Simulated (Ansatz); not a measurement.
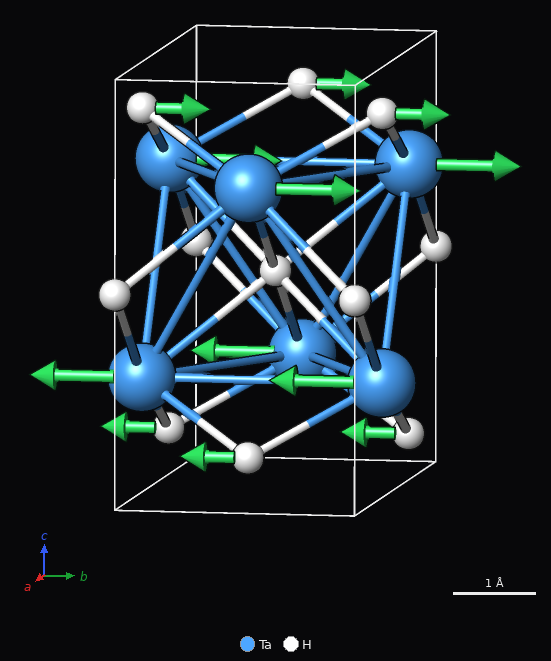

The lowest optical mode of a crystal of Ta₂H₃ (a generated structure), space group C2/m (No. 12), at the zone centre. The green arrows give the relative displacements of the atoms. The picture is a ball-and-stick view of the conventional cell (2 times the calculation's cell), seen slightly off an axis. Lengths and directions refer to the drawn axes.

The calculation used DFT PBE, scalar-relativistic, plane waves, PAW in Ansatz.

Input
```yaml
crystal:
  lattice:
    - [2.7077941987, -1.5064145361, 0.0151941795]
    - [2.7077941987, 1.5064145361, 0.0151941795]
    - [-0.0729515092, 0.0, 5.3520455657]
  atoms:
    - { symbol: Ta, position: [0.6666440358, 0.6666440358, 0.2667912146] }
    - { symbol: Ta, position: [0.3333559642, 0.3333559642, 0.7332087854] }
    - { symbol: H, position: [0.0, 0.0, 0.5] }
    - { symbol: H, position: [0.6626681798, 0.6626681798, 0.8921272676] }
    - { symbol: H, position: [0.3373318202, 0.3373318202, 0.1078727324] }
basis:
  ecutwfc: 420
kpoints:
  mp_grid: { grid: [16, 16, 8] }
hamiltonian:
  xc: pbe
scf:
  occupations: { method: fermi_dirac, width: 0.15 }
output:
  eigenvalues: true
phonons:
  method: dfpt
  eigenvectors: true
```

Command:
```bash
ansatz run input.yaml --threads 1 --pin off --max-ram 2560MiB --backend cpu --events-out ev --progress --plain --runs-dir out
```

The frequencies depend somewhat on the k-mesh and the smearing.

> Is the structure stable against all modes at this point?

Yes: this softest mode has a real frequency, and so have all others here. That speaks for this wave vector alone: the rest of the zone wasn't checked in this run. This is the B_g mode at 88 cm⁻¹, the lowest optical level, Raman-active by symmetry. The H (2c) atoms stay at rest; all motion is along b; atoms of one kind move against one another, with no net shift of any sublattice.
